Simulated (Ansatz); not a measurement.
**Run report: TiO, single-point calculation**

The run: single-point calculation of TiO (P6₃/mmc, 4 atoms in the cell). Method and program: DFT r2SCAN, scalar-relativistic, plane waves, PAW, no spin polarisation (Ansatz 0.2.0).

The structure derives from a Materials Project entry. It belongs to a series of runs on one base structure; here: kmesh: [24, 24, 10] Gamma-centred. Figures and captions count atoms from 1; the log counts them from 0 in places.

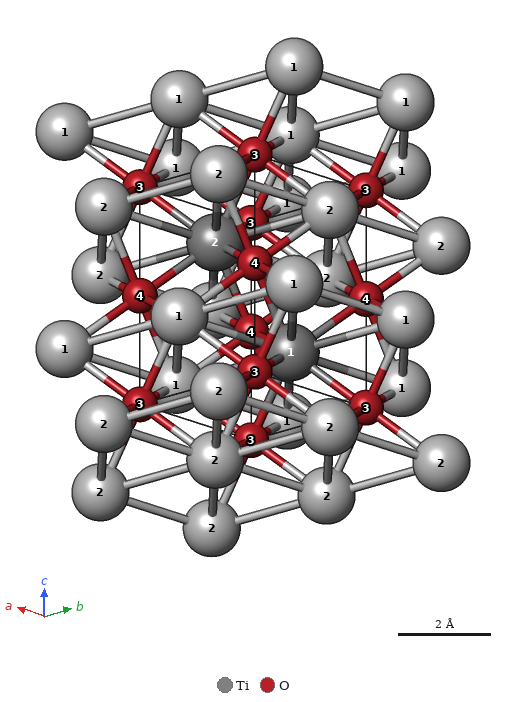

Figure 1. The structure as given in the input (ball-and-stick view of the cell of the calculation, seen at an oblique angle; neighbours outside the cell are drawn fainter; atoms are numbered from 1 in the order of the input). An atom can appear more than once, as a periodic image.

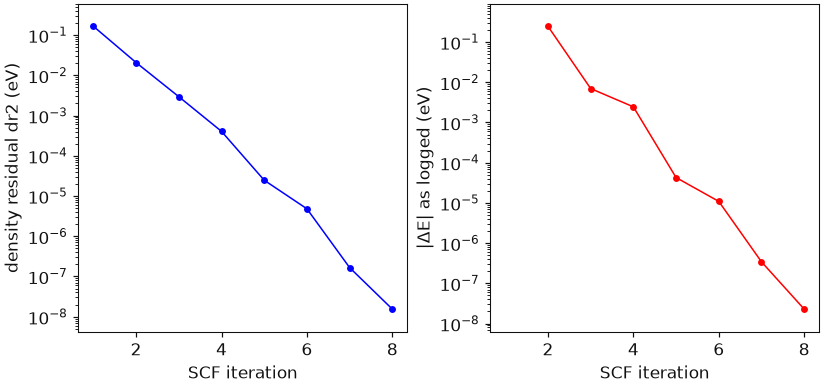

Figure 2. Convergence of the self-consistent field: density residual dr2 and size of the energy change against the SCF iteration. The residual falls at every step.

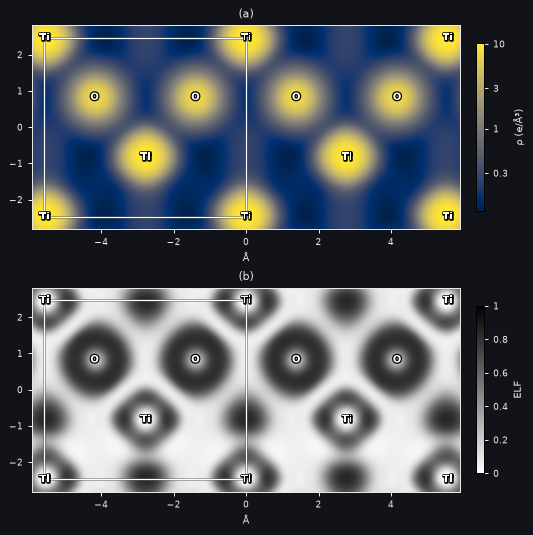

Figure 3. (a) valence pseudo-density; (b) electron localisation function on the (110) plane of the conventional cell. Ti–O (2.16 Å): ρ is about 0.4 e/Å³ halfway; the ELF is about 0.10 at the midpoint; a polar contact without a shared pair, in a metal. Away from the nuclei the density in this plane falls to 0.11 e/Å³ at its lowest. The strong features right at Ti lie inside the PAW spheres (semicore, d or f shells) and say nothing about bonding. The fields are those of the smooth PAW valence density.

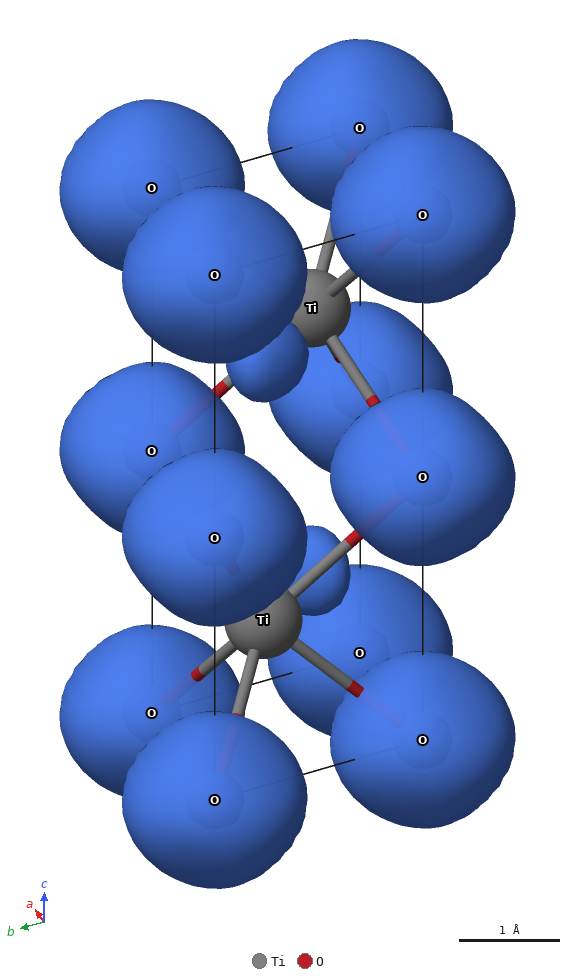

Figure 4. Isosurface of the ELF at 0.6 (blue), seen at an oblique angle. Only the valence region is drawn (cores and ρ < 0.01 e/Å³ removed). Sticks mark near contacts. The outline is the cell set on symmetry axes. Values along the shortest contacts: Ti–O (2.16 Å): the ELF is about 0.10 at the midpoint; a polar contact without a shared pair, in a metal. Ti–Ti (2.85 Å): the ELF is about 0.25 at the midpoint; no localised pair between them.

The input and output of the run follow.

**The input**
```yaml
crystal:
  lattice:
    - [2.8516080131, 0.0, 0.0]
    - [-1.4258040066, 2.469564981, 0.0]
    - [0.0, 0.0, 5.567503]
  atoms:
    - { symbol: Ti, position: [0.3333333333, 0.6666666667, 0.25] }
    - { symbol: Ti, position: [0.6666666667, 0.3333333333, 0.75] }
    - { symbol: O, position: [0.0, 0.0, 0.0] }
    - { symbol: O, position: [0.0, 0.0, 0.5] }
basis:
  ecutwfc: 500
kpoints:
  mp_grid: { grid: [24, 24, 10] }
hamiltonian:
  xc: r2scan
scf:
  occupations: { method: gaussian, width: 0.1 }
output:
  forces: true
  stress: true
  eigenvalues: true
  write_density: true
  write_potential: true
  elf: true
  volumetric_format: npy
```

Command:
```bash
ansatz run input.yaml --threads 1 --pin off --max-ram 2560MiB --backend cpu --events-out ev --progress --plain --runs-dir out
```

**What the program printed**
```
Engine: ansatz 0.2.0, x86_64-unknown-linux-gnu
Pseudopotentials: kind: paw
Pseudopotential: Ti, paw, valence charge 12, recommended cutoff 500 eV (meta_gga), Ti.paw.azcp
Pseudopotential: O, paw, valence charge 6, recommended cutoff 500 eV (meta_gga), O.paw.azcp
Functional definition: r2SCAN
  parameter k0 = 0.174
  parameter k1 = 0.065
  parameter a1 = 4.9479
  exchange = r2scan_x(k0 = k0, k1 = k1, a1 = a1)
  correlation = r2scan_c
Crystal: 4 atoms, lattice volume = 39.208 Å³
Basis set: ecut = 500 eV, 1005 PW (Γ), exchange–correlation on 96×96×180 points (64 copies of the dense FFT grid, shifted against one another)
Bands: 22, of which v1, the nominal top of the filled ones, is band 18 counted from 1 (17 counted from 0)
Symmetry: 24 space group operations
Space group: P63/mmc (ITA 194), of the structure as read, at distance tolerance 3.4e-5 Å
k-points: 366 of 5760
Non-local potential: Ti, projectors of the file, l = 0: 3, l = 1: 2, l = 2: 3, l = 3: 1
Non-local potential: O, projectors of the file, l = 0: 2, l = 1: 2, l = 2: 1
PAW form: soft (Blöchl's): semilocal exchange-correlation on the pseudo side does not see the compensation charge
PAW frozen core: Ti, regenerated for the run's functional (the file was generated under x = pbe(κ = 0.804, μ = 0.2195149727645171), c = pbe(β = 0.06672455060314922))
PAW frozen core: O, regenerated for the run's functional (the file was generated under x = pbe(κ = 0.804, μ = 0.2195149727645171), c = pbe(β = 0.06672455060314922))
PAW one-centre angular grid: Ti, 590 points (default); XC on 160 Gauss nodes
PAW one-centre angular grid: O, 302 points (default); XC on 160 Gauss nodes
Initial density: superposition of atomic densities (neutral atoms: chi_scale 0, normalization atom), corrected by the library's trained network
Initial wavefunctions: pseudopotential atomic-orbital guess
Functional: x = r2scan, c = r2scan; τ floored in thin density (d = 2e-4 eV/Å³)
SCF iter   1: F=—  HF=-6151.233336 eV  |F-HF|=—  |Δ(HF+E_count)|=         —  Δρ=2.38e-2  dr2=1.66e-1  dr2_τ=1.96e-1  ethr=1.77e-3  ⟨swp⟩=4.7  Hψ=34502  notcnv=0
preconditioner: auto → Kerker (q_TF=auto, 2.690 Å⁻¹)  [metal: Δε(μ)=0.038 eV  Ē_g=10.938 eV  σ=0.100 eV  W_gap=0.21  n_scr=10 (ndim 8)  ℏωp=26.5 eV  f_vac=0.000  D(μ)=0.35/eV (n_scr^D=2)]
SCF iter   2: F=—  HF=-6151.480152 eV  |F-HF|=—  |Δ(HF+E_count)|=   2.47e-1  Δρ=1.10e-2  dr2=2.08e-2  dr2_τ=3.19e-3  ethr=4.60e-4  ⟨swp⟩=2.0  Hψ=16131  notcnv=0
SCF iter   3: F=—  HF=-6151.487132 eV  |F-HF|=—  |Δ(HF+E_count)|=   6.98e-3  Δρ=4.60e-3  dr2=2.95e-3  dr2_τ=3.99e-4  ethr=5.77e-5  ⟨swp⟩=2.2  Hψ=10765  notcnv=0
SCF iter   4: F=—  HF=-6151.489585 eV  |F-HF|=—  |Δ(HF+E_count)|=   2.45e-3  Δρ=1.17e-3  dr2=4.05e-4  dr2_τ=3.73e-5  ethr=8.19e-6  ⟨swp⟩=2.0  Hψ=11086  notcnv=0
SCF iter   5: F=—  HF=-6151.489628 eV  |F-HF|=—  |Δ(HF+E_count)|=   4.27e-5  Δρ=2.82e-4  dr2=2.47e-5  dr2_τ=3.48e-6  ethr=1.13e-6  ⟨swp⟩=2.0  Hψ=11713  notcnv=0
SCF iter   6: F=—  HF=-6151.489639 eV  |F-HF|=—  |Δ(HF+E_count)|=   1.09e-5  Δρ=1.12e-4  dr2=4.81e-6  dr2_τ=1.78e-7  ethr=6.86e-8  ⟨swp⟩=2.0  Hψ=11038  notcnv=0
SCF iter   7: F=—  HF=-6151.489638 eV  |F-HF|=—  |Δ(HF+E_count)|=   3.42e-7  Δρ=1.99e-5  dr2=1.66e-7  dr2_τ=4.38e-9  ethr=1.34e-8  ⟨swp⟩=2.0  Hψ=10960  notcnv=0
SCF iter   8: F=-6151.489638 eV  HF=-6151.489638 eV  |F-HF|=7.21e-9  |Δ(HF+E_count)|=   2.28e-8  Δρ=5.89e-6  dr2=1.54e-8  dr2_τ=6.92e-10  ethr=2.78e-10  ⟨swp⟩=7.7  Hψ=44808  notcnv=0
SCF 1 converged in 8 iterations: F = -6151.489638 eV  dr2 = 1.54e-8
  greatest PAW one-centre occupation: 1.003 electrons in one spin orbital (limit 2), on the Ti atom at site 1 (counted from 0), in its partial waves of l = 1
SCF converged after 8 iterations
Free energy (F): -6151.489638 eV
Harris-Foulkes:  -6151.489638 eV  (|F-HF|=7.21e-9)
Internal energy: -6151.488091 eV  (E = F + TS)
E sigma→0 (E₀):  -6151.488865 eV
Entropy (-TS):   -0.001547 eV (-0.387 meV/atom)
Fermi energy:    16.908722 eV
--- Per-component energies (eV) ---
  E_band       = -237.452438
  E_kinetic    = 905.608102
  E_local      = -1813.574427  (includes V_loc(G=0)·N_el)
  E_nonlocal   = 110.607494
  E_hartree    = 722.503432
  E_xc         = -336.096553
  E_vxc        = -481.085354  (∫ρ·V_xc dr)
  E_paw        = -2434.551171  (= ΣΔE_a)
  E_vpaw       = -435.490231  (= ΣTr[D̂ρ^β])
  E_aug_tail   = 0.002231  (compensation charges beyond the density's cutoff)
  E_vtau       = 31.472453  (kinetic-family band-sum trace: ∫τ·v_τ [+ j·A + Jᵃ·Aᵃ] dr)
  E_ewald      = -3305.416402
  E_core_change = -0.570796  (= ΣΔE_core)
  E_smearing   = -0.001547  (= −TS)
  E_closure    = -0.000000  (closes the sum)
  Σ components = -6151.489638   (vs F -6151.489638, Δ=0.00e0)
--- Forces (eV/Å), atoms counted from 1 ---
  atom   1  Ti    -0.00000000    -0.00000000     0.00000000
  atom   2  Ti     0.00000000     0.00000000     0.00000000
  atom   3  O      0.00000000    -0.00000000     0.00000000
  atom   4  O      0.00000000     0.00000000     0.00000000
  max |Σ_I F_I| component: 1.85e-17 eV/Å
--- Stress (GPa, compression-positive) ---
       -5.744337      -0.000000       0.000000
       -0.000000      -5.744337       0.000000
        0.000000       0.000000      -4.502301
  P = ⅓ Tr σ = -5.3303 GPa (-53.303 kbar)
--- Band table (eV; the first three rows and the last of 366) ---
  k-point 0: bands = ["-43.2904", "-43.2483", "-18.9518", "-18.4749", "-18.1145", "-18.1145", "-18.1023", "-18.1023", "-6.2543", "-4.9916", "7.1997", "10.7962", "10.7962", "11.2724", "11.2724", "11.3043", "14.8220", "16.8224", "16.8224", "16.8908", "18.0860", "18.0860"]
  k-point 1: bands = ["-43.2894", "-43.2493", "-18.9407", "-18.4872", "-18.1141", "-18.1141", "-18.1026", "-18.1026", "-6.2252", "-5.0250", "7.2743", "10.8046", "10.8046", "11.1288", "11.2565", "11.2565", "14.9495", "16.8670", "16.8670", "16.8682", "18.1031", "18.1031"]
  k-point 2: bands = ["-43.2864", "-43.2523", "-18.9084", "-18.5227", "-18.1133", "-18.1133", "-18.1034", "-18.1034", "-6.1408", "-5.1213", "7.4934", "10.6809", "10.8296", "10.8296", "11.2120", "11.2120", "15.2566", "16.7984", "16.9951", "16.9951", "18.1280", "18.1280"]
  k-point 365: bands = ["-43.1428", "-43.1428", "-18.6472", "-18.6472", "-18.6239", "-18.6239", "-18.4444", "-18.4444", "-4.9919", "-4.9919", "8.3056", "8.3056", "9.4427", "9.4427", "9.6778", "9.6778", "16.4866", "16.4866", "18.4381", "18.4381", "19.0478", "19.0478"]
```

**Results in brief**

| quantity | value |
| --- | --- |
| outcome | converged |
| space group (tolerance 0.01 Å) | P6₃/mmc (194) |
| electrons treated | 36 |
| free energy | −6151.4896 eV |
| Fermi energy | 16.909 eV |
| gap on the k-point mesh | none (metallic) |
| pressure | −5.33 GPa |
| largest force (length of the vector) | under 0.001 eV/Å |
| hardware | 1 thread of Intel Xeon @ 2.50GHz (Skylake/Cascade Lake), 189 GiB of memory available, shared host |
| wall time | 85 s |
| peak memory | 0.69 GiB |

**Remarks**

The cell is under a tension of 5.3 GPa at this level, so it is not at its equilibrium volume.
